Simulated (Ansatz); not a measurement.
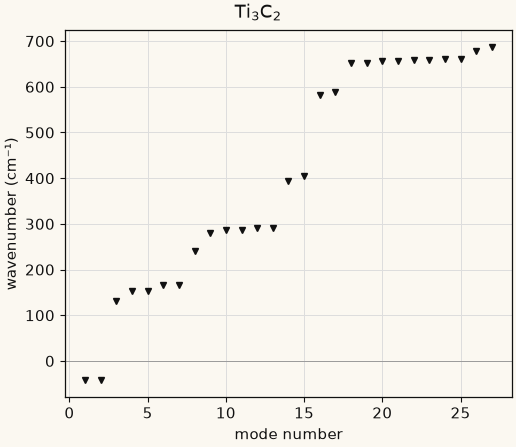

The figure shows the zone-centre optical phonon frequencies (the three acoustic modes are left out) for Ti₃C₂, space group P6_3/mmc (No. 194). Imaginary frequencies are drawn as negative.

The given structure:
```yaml
crystal:
  lattice:
    - [3.01839, 0.00000, 0.00000]
    - [-1.50919, 2.61400, 0.00000]
    - [0.00000, 0.00000, 14.81601]
  atoms:
    - { symbol: Ti, position: [0.33333, 0.66667, 0.84284] }
    - { symbol: Ti, position: [0.66667, 0.33333, 0.34284] }
    - { symbol: Ti, position: [0.66667, 0.33333, 0.15716] }
    - { symbol: Ti, position: [0.33333, 0.66667, 0.65716] }
    - { symbol: Ti, position: [0.00000, 0.00000, 0.00000] }
    - { symbol: Ti, position: [0.00000, 0.00000, 0.50000] }
    - { symbol: C, position: [0.66667, 0.33333, 0.91394] }
    - { symbol: C, position: [0.33333, 0.66667, 0.41394] }
    - { symbol: C, position: [0.66667, 0.33333, 0.58606] }
    - { symbol: C, position: [0.33333, 0.66667, 0.08606] }
```

Computed with Ansatz 0.2.0: harmonic phonon frequencies at the zone centre with atoms at rest in the given cell, without the long-range term of polar modes, the three translations left out, imaginary frequencies are negative; plane waves with PAW datasets, Γ-centred k mesh. Level: LDA, no spin polarisation.

- wave cutoff: 420 eV
- k mesh: 12×12×4
- occupations: Fermi–Dirac
- smearing width: 0.15 eV
- pressure: 0 GPa
- phonon method: linear response

What do the frequencies say about stability?

Answer. Two modes are imaginary, the softest at 42.4i cm⁻¹, so the structure is dynamically unstable.

What is the highest frequency?

Answer. The highest mode lies at 686.8 cm⁻¹.

Limits of the calculation: metal sensitive to the k mesh.
